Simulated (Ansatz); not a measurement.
**TiCo₂: single-point calculation (part 2 of 2)**

The same run, continued: TiCo₂ (Fd-3m, 6 atoms in the cell); DFT r2SCAN, scalar-relativistic, plane waves, PAW, spin-polarised (Ansatz 0.2.0); cutoff 500 eV, 6×6×6 k-mesh, Gaussian smearing of 0.1 eV, collinear spins. The structure derives from an entry of the Crystallography Open Database.

Geometry of the input (Å; fractional positions):
```
0.0000  3.3520  3.3520
3.3520  0.0000  3.3520
3.3520  3.3520  0.0000
Ti 0.5000  0.5000  0.5000
Ti 0.7500  0.7500  0.7500
Co 0.1250  0.1250  0.1250
Co 0.6250  0.1250  0.1250
Co 0.1250  0.1250  0.6250
Co 0.1250  0.6250  0.1250
```

```
this state was not tested for a lower state beside it, because the mixer in use, unlike msr1, does not test its closes by its own steps (another_mixer; see scf.mixing.algorithm and scf.lower_state_search)
SCF converged after 22 iterations
Magnetization: 4.0346 μB (48.0173 up, 43.9827 down)
Absolute magnetization: 8.3461 μB (∫|ρ↑−ρ↓|, with the PAW one-centre terms)
Spin contamination: 1.2345 ħ² per cell (⟨S²⟩ above its minimum at these occupations)
Per-site moments (μB) at R_I (Å): [(-0.6814128239553381, 1.1464742744061027), (-0.6814128239553381, 1.1464742744061027), (1.5415221858253125, 0.9777165463466391), (1.5415221858253143, 0.9777165463466391), (1.5415221858253143, 0.9777165463466391), (1.5415221858253123, 0.9777165463466391)]
Free energy (F): -25536.347866 eV
Harris-Foulkes:  -25536.347866 eV  (|F-HF|=6.97e-8)
Internal energy: -25536.326063 eV  (E = F + TS)
E sigma→0 (E₀):  -25536.336965 eV
Entropy (-TS):   -0.021804 eV (-3.634 meV/atom)
Fermi energy:    17.256032 eV
--- Per-component energies (eV) ---
  E_band       = -1451.689024
  E_kinetic    = 2367.519057
  E_local      = -14358.913032  (includes V_loc(G=0)·N_el)
  E_nonlocal   = 1827.360122
  E_hartree    = 6103.383088
  E_xc         = -820.321740
  E_vxc        = -1191.451814  (∫ρ·V_xc dr)
  E_paw        = -8202.778073  (= ΣΔE_a)
  E_vpaw       = -2380.725767  (= ΣTr[D̂ρ^β])
  E_aug_tail   = 0.000334  (compensation charges beyond the density's cutoff)
  E_vtau       = 77.752178  (kinetic-family band-sum trace: ∫τ·v_τ [+ j·A + Jᵃ·Aᵃ] dr)
  E_ewald      = -12450.888079
  E_core_change = -1.687739  (= ΣΔE_core)
  E_smearing   = -0.021804  (= −TS)
  E_closure    = 0.000000  (closes the sum)
  Σ components = -25536.347866   (vs F -25536.347866, Δ=0.00e0)
--- Forces (eV/Å), atoms counted from 1 ---
  atom   1  Ti     0.00000000     0.00000000     0.00000000
  atom   2  Ti     0.00000000     0.00000000     0.00000000
  atom   3  Co     0.00000000    -0.00000000    -0.00000000
  atom   4  Co     0.00000000    -0.00000000     0.00000000
  atom   5  Co     0.00000000     0.00000000    -0.00000000
  atom   6  Co     0.00000000    -0.00000000    -0.00000000
  max |Σ_I F_I| component: 7.52e-18 eV/Å
--- Stress (GPa, compression-positive) ---
       -1.400316       0.000000       0.000000
        0.000000      -1.400316      -0.000000
       -0.000000      -0.000000      -1.400316
  P = ⅓ Tr σ = -1.4003 GPa (-14.003 kbar)
--- Band table (eV; the first three rows and the last of 32) ---
  k-point 0 ↑: bands = ["-83.0103", "-82.9466", "-82.9466", "-82.9466", "-45.0127", "-44.8827", "-44.8827", "-44.8827", "-44.8426", "-44.8426", "-44.6926", "-44.6926", "-44.6926", "-44.5745", "-44.5745", "-44.5745", "-42.0055", "-41.9240", "-17.2373", "-17.2373", "-17.2373", "-17.0560", "-17.0560", "-17.0560", "8.5384", "11.4619", "12.0624", "12.0624", "12.0624", "12.8712", "12.8712", "12.8712", "13.1498", "13.1498", "14.7895", "14.7895", "14.8112", "14.8112", "14.8112", "15.1750", "15.1750", "15.1750", "15.9504", "15.9504", "16.4579", "16.4579", "16.4579", "16.5408", "16.5408", "16.5408", "18.1494", "18.1494", "18.1494", "18.2623", "19.9262", "19.9262", "22.9942", "22.9942", "22.9942", "25.0307", "25.0307", "25.0307", "25.5223"]
  k-point 1 ↑: bands = ["-83.0072", "-82.9497", "-82.9466", "-82.9466", "-44.9947", "-44.8767", "-44.8753", "-44.8753", "-44.8376", "-44.8376", "-44.7018", "-44.7018", "-44.6926", "-44.5996", "-44.5777", "-44.5777", "-42.0010", "-41.9280", "-17.2424", "-17.2424", "-17.2363", "-17.0586", "-17.0508", "-17.0508", "8.8544", "11.5883", "12.0901", "12.1548", "12.1548", "12.7920", "12.9450", "12.9450", "13.2184", "13.2184", "14.5378", "14.5378", "14.7750", "14.7750", "14.8009", "14.8676", "15.0174", "15.0174", "15.7071", "15.7071", "16.0803", "16.4577", "16.5167", "16.5167", "17.1165", "17.1165", "17.1443", "18.0631", "18.0631", "19.3081", "19.8829", "19.8829", "21.7099", "22.6945", "22.6945", "24.9761", "24.9761", "25.6201", "25.6676"]
  k-point 2 ↑: bands = ["-82.9995", "-82.9574", "-82.9466", "-82.9466", "-44.9599", "-44.8651", "-44.8651", "-44.8477", "-44.8147", "-44.8147", "-44.7295", "-44.7295", "-44.6926", "-44.6654", "-44.5835", "-44.5835", "-41.9903", "-41.9378", "-17.2520", "-17.2520", "-17.2370", "-17.0610", "-17.0410", "-17.0410", "9.7156", "11.7536", "12.2562", "12.3773", "12.3773", "12.5720", "13.1040", "13.1040", "13.4800", "13.4800", "14.0217", "14.0217", "14.1763", "14.4812", "14.4812", "14.6186", "14.7803", "14.8820", "14.8820", "15.3457", "15.3457", "16.4572", "17.1960", "17.1960", "17.2823", "17.4733", "17.4733", "17.9217", "17.9217", "19.4531", "19.8702", "19.8702", "20.6743", "21.8281", "21.8281", "24.4237", "24.4237", "26.0538", "26.7830"]
  k-point 15 ↓: bands = ["-80.5268", "-80.5268", "-80.4917", "-80.4917", "-42.7452", "-42.7452", "-42.4911", "-42.4911", "-42.3938", "-42.3938", "-42.3480", "-42.3480", "-42.3414", "-42.3414", "-42.2861", "-42.2861", "-42.2044", "-42.2044", "-18.0678", "-18.0678", "-17.9304", "-17.9304", "-17.7915", "-17.7915", "11.4975", "11.4975", "12.8017", "12.8017", "14.0742", "14.0742", "14.2525", "14.2525", "14.8070", "14.8070", "15.0928", "15.0928", "15.2253", "15.2253", "15.5452", "15.5452", "15.7989", "15.7989", "16.7478", "16.7478", "17.7127", "17.7127", "17.8017", "17.8017", "18.1307", "18.1307", "18.5924", "18.5924", "19.2398", "19.2398", "19.3313", "19.3313", "19.5353", "19.5353", "22.7395", "22.7395", "26.6382", "26.6382", "29.3925"]
--- Löwdin populations: 6 sites ---
  site symbol       q [e]    m [muB]
     0     Ti     11.8250    -0.8533
     1     Ti     11.8250    -0.8533
     2     Co     16.7688     1.5245
     3     Co     16.7688     1.5245
     4     Co     16.7688     1.5245
     5     Co     16.7688     1.5245
  spilling = 0.013857 (of n_electrons = 92.000000)
```

### File populations.tsv
```
# site	symbol	l	j	q_up	q_dn
# orbitals = lowdin
# n_electrons = 92.000000
# spilling = 0.013857
0	Ti	0_3S	-	0.971011	0.970755
0	Ti	0_4S	-	0.489580	0.491815
0	Ti	1_3P	-	2.996237	2.997275
0	Ti	2_3D	-	1.029021	1.879268
1	Ti	0_3S	-	0.971011	0.970755
1	Ti	0_4S	-	0.489580	0.491815
1	Ti	1_3P	-	2.996237	2.997275
1	Ti	2_3D	-	1.029021	1.879268
2	Co	0_3S	-	0.991492	0.992053
2	Co	0_4S	-	0.483236	0.496922
2	Co	1_3P	-	2.998426	2.998590
2	Co	2_3D	-	4.673498	3.134588
3	Co	0_3S	-	0.991492	0.992053
3	Co	0_4S	-	0.483236	0.496922
3	Co	1_3P	-	2.998426	2.998590
3	Co	2_3D	-	4.673498	3.134588
4	Co	0_3S	-	0.991492	0.992053
4	Co	0_4S	-	0.483236	0.496922
4	Co	1_3P	-	2.998426	2.998590
4	Co	2_3D	-	4.673498	3.134588
5	Co	0_3S	-	0.991492	0.992053
5	Co	0_4S	-	0.483236	0.496922
5	Co	1_3P	-	2.998426	2.998590
5	Co	2_3D	-	4.673498	3.134588
```

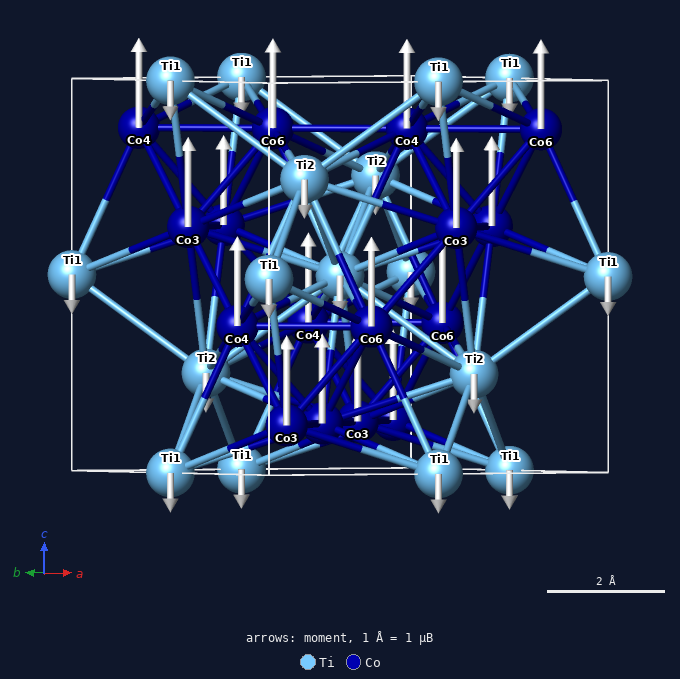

**Figure 1.** Magnetic moments of the sites as white arrows (ball-and-stick view of the cell 4 times as large as that of the calculation, set on its symmetry axes, seen at an oblique angle; atoms are numbered from 1 in the order of the input); small moments hardly show. The run is collinear, so the axis drawn is arbitrary. Site moments: all 4 Co atoms (1.54 μB); Ti1, Ti2 (−0.68 μB). They are counted near the atoms and needn't add up to the moment of the cell.

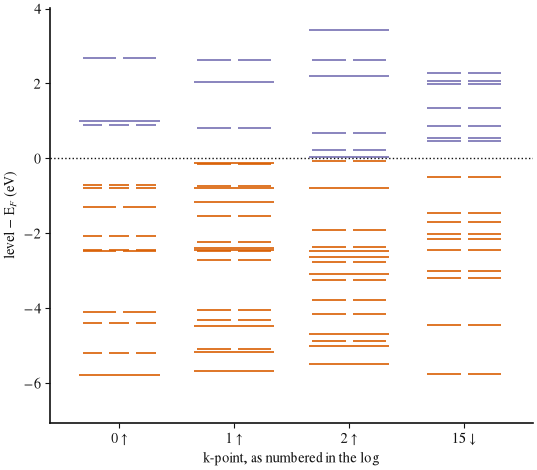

**Figure 2.** Kohn–Sham levels near the Fermi level (dotted) at the few k-points that the log prints; levels within 0.02 eV of each other stand side by side. The system is metallic on the full mesh.
